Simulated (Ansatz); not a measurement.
Structure data:

```yaml
crystal:
  lattice:
    - [3.79290, 0.00000, 0.00000]
    - [-1.89645, 3.28475, 0.00000]
    - [0.00000, 0.00000, 6.27684]
  atoms:
    - { symbol: Si, position: [0.66667, 0.33333, 0.87419] }
    - { symbol: Si, position: [0.33333, 0.66667, 0.37419] }
    - { symbol: Ge, position: [0.66667, 0.33333, 0.50081] }
    - { symbol: Ge, position: [0.33333, 0.66667, 0.00081] }
```

Q: What would you see if this were drawn?

A: This is SiGe. The symmetry is that of P6_3mc (No. 186), on a primitive hexagonal lattice. It belongs to the family called wurtzite. Atoms per cell: 4 (2 Si, 2 Ge). The polyhedra are GeSi4 tetrahedra; they share corners. Around each Si lie four Ge in a tetrahedral arrangement at 2.33 to 2.34 Å. About every Ge there are four Si in a tetrahedral arrangement at 2.33 to 2.34 Å. The bonds build a three-dimensional framework.

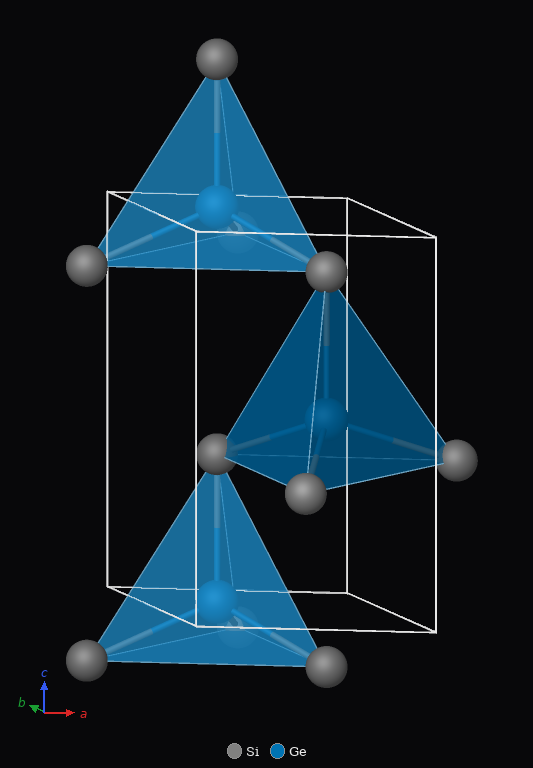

Structure drawing (polyhedral), viewed slightly off an axis. The conventional unit cell is drawn as a box. A few atoms beyond the faces are included.

It goes back to a structure listed in the Materials Project. It was relaxed with Ansatz, DFT PBEsol, scalar-relativistic, plane waves, PAW under a constraint or pressure on the cell, so some stress remains.

At this level of theory the cell isn't at rest (compressed, at 8 GPa), so its distances can differ from those at equilibrium, the more so the softer the solid.
